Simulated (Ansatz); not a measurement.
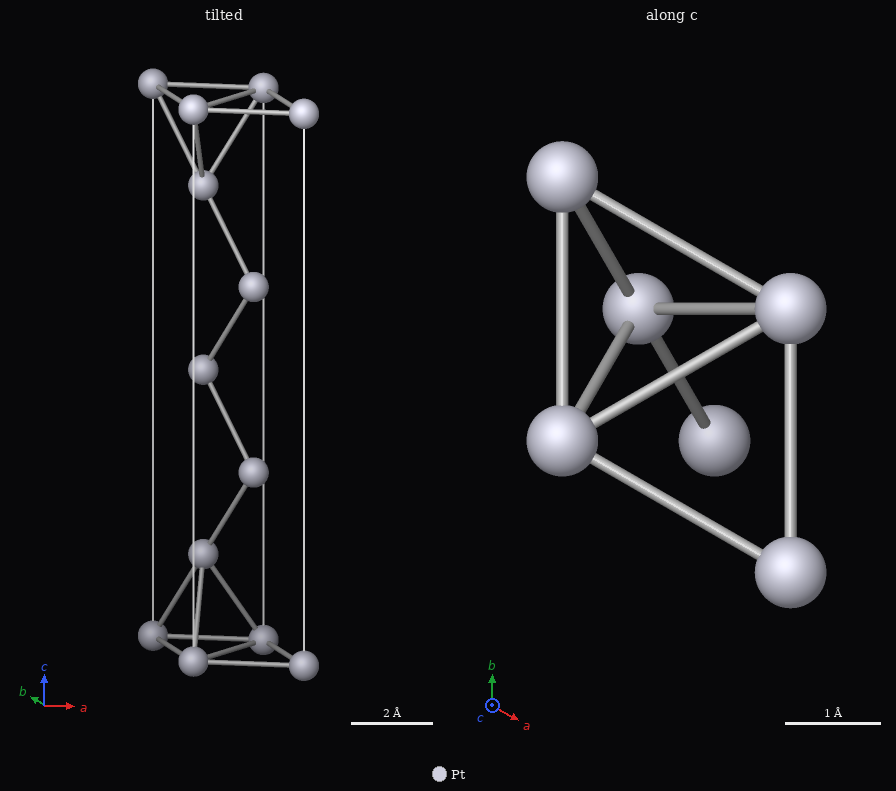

View slightly off an axis and along the c axis, drawn as a ball-and-stick model. The wireframe shows the conventional unit cell.

Pt, space group P-6m2 (No. 187), a = 2.77 Å, b = 2.77 Å, c = 14.14 Å, α = 90.00°, β = 90.00°, γ = 120.00°.

Computational set-up: DFT PBE, scalar-relativistic, plane waves, PAW (Ansatz), an energy cutoff of 420 eV, k-points on a 30×30×8 grid, Gaussian smearing of 0.1 eV, no spin polarisation.

Question: Is the electronic structure metallic or gapped?

Answer: A metal: bands cross the Fermi level.

Question: How far is the cell from zero pressure?

Answer: The computed pressure is 0.0 GPa, close to zero.

Starting structure: a structure type filled with this element by a generator (whether the element takes this form wasn't checked). Earlier steps of the study may have refined or changed the cell and positions. Ansatz was used for an electronic-structure calculation on it.
